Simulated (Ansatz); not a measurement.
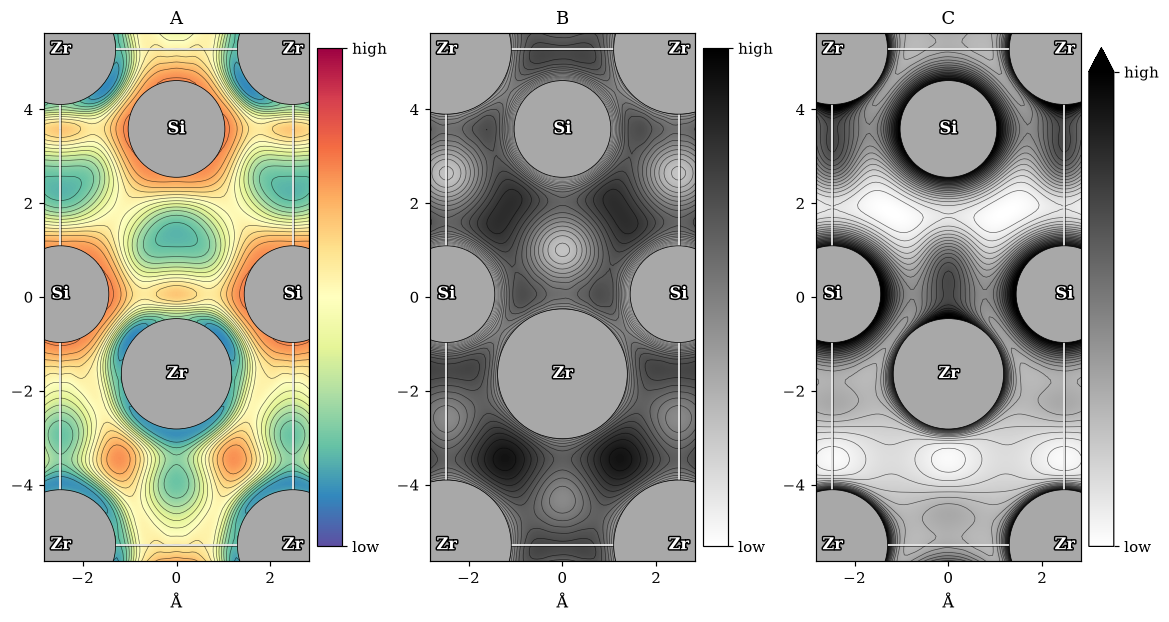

Zr3Si: 3 fields on the (110) plane of the conventional cell, with unlabelled colour scales. Grey discs cover the atomic cores.

Space group P6₃/mmc; a structure from a database of computed crystals, not necessarily the ambient phase.

All numbers below come from Ansatz, DFT r2SCAN, scalar-relativistic, plane waves, PAW.

### The panels show electron localisation function, electrostatic potential energy of an electron and valence pseudo-density in some order. Assign them.

Panel A: electron localisation function. Panel B: electrostatic potential energy of an electron (low next to the atoms, rising into the space between them). Panel C: valence pseudo-density. From the grid: Zr–Si (3.00 Å): the density is about 0.21 e/Å³ at the midpoint; the ELF peaks at about 0.75 in the valence shell of Si, 1.0 Å from its nucleus, and is about 0.30 at the midpoint.
